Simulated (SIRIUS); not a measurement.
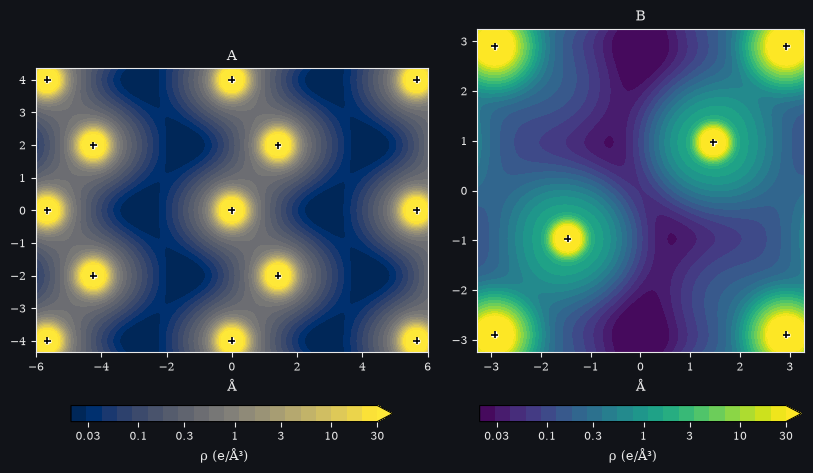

The total electron density of 2 systems, each on a plane through atoms (crosses mark nuclei in the plane).

Method: Kohn-Sham DFT of a periodic cell, PBE, spin-orbit coupling, all-electron FP-LAPW in SIRIUS 7.12.0.

System 1: Ge, the (110) plane of the conventional cell. Space group Fd-3m.

```
Ge
1.0
     5.65782    0.00000    0.00000
     0.00000    5.65782    0.00000
     0.00000    0.00000    5.65782
Ge
8
Direct
  0.25000 0.25000 0.25000
  0.75000 0.75000 0.25000
  0.75000 0.25000 0.75000
  0.25000 0.75000 0.75000
  0.00000 0.00000 0.00000
  0.50000 0.50000 0.00000
  0.50000 0.00000 0.50000
  0.00000 0.50000 0.50000
```

System 2: TaS₂, the (110) plane of the conventional cell. Space group P-3m1; not relaxed (largest force 1.2 eV/Å).

```
CELL_PARAMETERS angstrom
3.35000 0.00000 0.00000
-1.67500 2.90119 0.00000
0.00000 0.00000 5.86000
ATOMIC_POSITIONS crystal
Ta 0.00000 0.00000 0.00000
S 0.66667 0.33333 0.75000
S 0.33333 0.66667 0.25000
```

Question: Match each panel to its system.

Answer: Panel A is system 1, Ge: the plane holds Ge. Ge–Ge (2.45 Å): ρ is about 0.51 e/Å³ halfway. Panel B is system 2, TaS₂: the plane holds Ta and S. Ta–S (2.43 Å): the density is about 0.57 e/Å³ at the midpoint.
